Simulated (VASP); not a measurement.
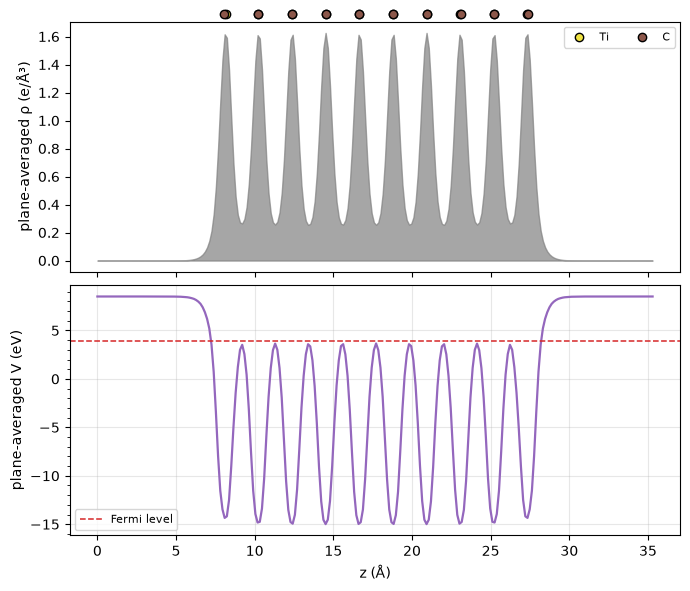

The picture shows: TiC (slab). Plane average of the electrostatic potential energy of an electron and of the valence pseudo-density across the slab. Circles mark the heights of the atoms.

Computed with VASP, Kohn-Sham DFT of a periodic cell, PBEsol, VASP PAW PBE potentials, recommended.

```
Ti C
1.0
     3.05371    0.00000    0.00000
     0.00000    3.05371    0.00000
     0.00000    0.00000   35.43370
Ti C
10 10
Direct
  0.50000 0.50000 0.23015
  0.00000 0.00000 0.28901
  0.50000 0.50000 0.34913
  0.00000 0.00000 0.40947
  0.50000 0.50000 0.46985
  0.00000 0.00000 0.53015
  0.50000 0.50000 0.59053
  0.00000 0.00000 0.65087
  0.50000 0.50000 0.71099
  0.00000 0.00000 0.76985
  0.00000 0.00000 0.22707
  0.50000 0.50000 0.28817
  0.00000 0.00000 0.34854
  0.50000 0.50000 0.40930
  0.00000 0.00000 0.46972
  0.50000 0.50000 0.53028
  0.00000 0.00000 0.59070
  0.50000 0.50000 0.65146
  0.00000 0.00000 0.71183
  0.50000 0.50000 0.77293
```

### How far above the Fermi level of the calculation is the vacuum level?

4.6 eV.

### What are the slab's thickness and the vacuum gap?

The outermost nuclei are 19.3 Å apart, in 10 atomic planes; the vacuum between periodic images is 16.1 Å wide.
